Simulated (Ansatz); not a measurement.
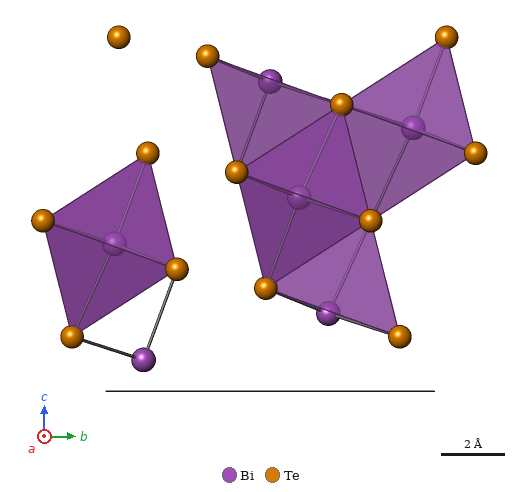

A slab of composition Bi$_{2}$Te$_{3}$ (cut from the R-3m phase), before the relaxation. The picture is a polyhedral view of the cell of the calculation, outlined in the plane, without the vacuum (origin shifted), seen along the a axis.

The slab is the (0 1 2) face of Bi2Te3.

All numbers below come from DFT PBE+D3(BJ), scalar-relativistic, plane waves, PAW (Ansatz 0.2.0).

The input:
```yaml
crystal:
  lattice:
    - [4.3877690381, 0.0, 0.0]
    - [0.0, 10.4143177318, 0.0]
    - [0.0, 0.0, 25.2498283745]
  atoms:
    - { symbol: Bi, position: [0.0, 0.1293063991, 0.2970317219] }
    - { symbol: Te, position: [0.5, 0.9112443772, 0.3261940908] }
    - { symbol: Bi, position: [0.0, 0.6931823553, 0.3553564597] }
    - { symbol: Te, position: [0.5, 0.5023738196, 0.387337804] }
    - { symbol: Te, position: [0.0, 0.2313593119, 0.4110230111] }
    - { symbol: Bi, position: [0.5, 0.0405507762, 0.4430043554] }
    - { symbol: Te, position: [0.0, 0.8224887544, 0.4721667243] }
    - { symbol: Bi, position: [0.5, 0.6044267325, 0.5013290932] }
    - { symbol: Te, position: [0.0, 0.4136181968, 0.5333104375] }
    - { symbol: Te, position: [0.5, 0.1426036891, 0.5569956446] }
    - { symbol: Bi, position: [0.0, 0.9517951534, 0.5889769889] }
    - { symbol: Te, position: [0.5, 0.7337331316, 0.6181393578] }
    - { symbol: Bi, position: [0.0, 0.5156711097, 0.6473017267] }
    - { symbol: Te, position: [0.5, 0.324862574, 0.679283071] }
    - { symbol: Te, position: [0.0, 0.0538480663, 0.7029682781] }
basis:
  ecutwfc: 420
kpoints:
  mp_grid: { grid: [8, 4, 1] }
hamiltonian:
  xc: pbe
  dispersion: d3bj
scf:
  occupations: { method: gaussian, width: 0.05 }
output:
  forces: true
  eigenvalues: true
  write_density: true
  write_potential: true
  elf: true
  volumetric_format: npy
relax:
  adjacent_minimum: "off"
  f_tol: 0.02
  max_steps: 60
efield:
  axis: 3
  dipole_correction: true
  ramp_width: 0.04
```

Launched with:
```bash
ansatz run input.yaml --threads 8 --pin off --max-ram 15360MiB --backend cpu --events-out ev --progress --plain --runs-dir out
```

Q: Where does the relaxation end?

A: The atom that moves furthest relative to the layer's centre is Bi13 (0.49 Å within the plane). By element the largest moves are Bi 0.49 Å, Te 0.48 Å. The lattice vectors keep their values. Some distances before and after: Te4–Bi8 3.068 → 3.439 Å, Te12–Bi13 3.242 → 3.556 Å, Bi3–Te7 3.242 → 2.936 Å, Bi8–Te12 3.242 → 2.952 Å. Among the angles between lasting bonds that change: Bi1–Te2–Bi3 180.0° → 162.6°, Bi3–Te2–Bi6 94.8° → 82.3°, Te2–Bi1–Te2 85.2° → 95.6°. Over 8 accepted moves (9 points after the start) the energy falls by 1.038 eV per cell of the calculation. The largest force component goes from 1.1 to 0.015 eV/Å. 1 step only repeated the SCF at the same geometry. The run took 9.9 min on 8 threads of Arm Neoverse V1, on a shared host, peak memory 6.1 GiB.

History of the run:

```
step  E − E(0), meV/atom  largest force component, eV/Å                         note
   0                0.00                         1.1213                             
   1              -47.22                         0.5865                             
   2              -62.42                         0.4572                             
   3              -67.88                         0.1709                             
   4              -68.52                         0.0943                             
   5              -69.07                         0.0459                             
   6              -69.14                         0.0296                             
   7              -69.17                         0.0363                             
   8              -69.20                         0.0146                             
   9              -69.20                         0.0146  same geometry, SCF repeated
```

The structure at the end:

```xyz
15
Lattice="4.3878 0.0000 0.0000 0.0000 10.4143 0.0000 0.0000 0.0000 25.2498" Properties=species:S:1:pos:R:3 pbc="T T T"
Bi    4.3878    1.4038    7.6682
Te    2.1939    9.8418    7.9041
Bi    4.3878    7.4081    9.1585
Te    2.1939    5.4248    9.5892
Te    4.3878    2.5197   10.3555
Bi    2.1939    0.4840   11.2739
Te    4.3878    8.6300   11.8275
Bi    2.1939    6.3538   12.9007
Te    4.3878    4.2765   13.4492
Te    2.1939    1.5264   14.0250
Bi    4.3878    9.8745   15.0629
Te    2.1939    7.5724   15.5899
Bi    4.3878    4.8812   16.3554
Te    2.1939    2.9360   17.0460
Te    4.3878    0.5073   17.6831
```

After the run, drawn alike:

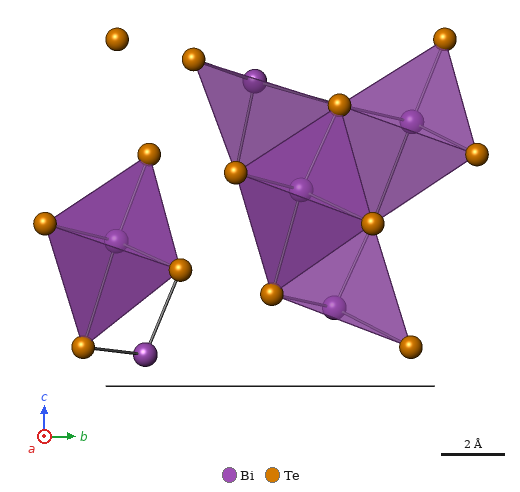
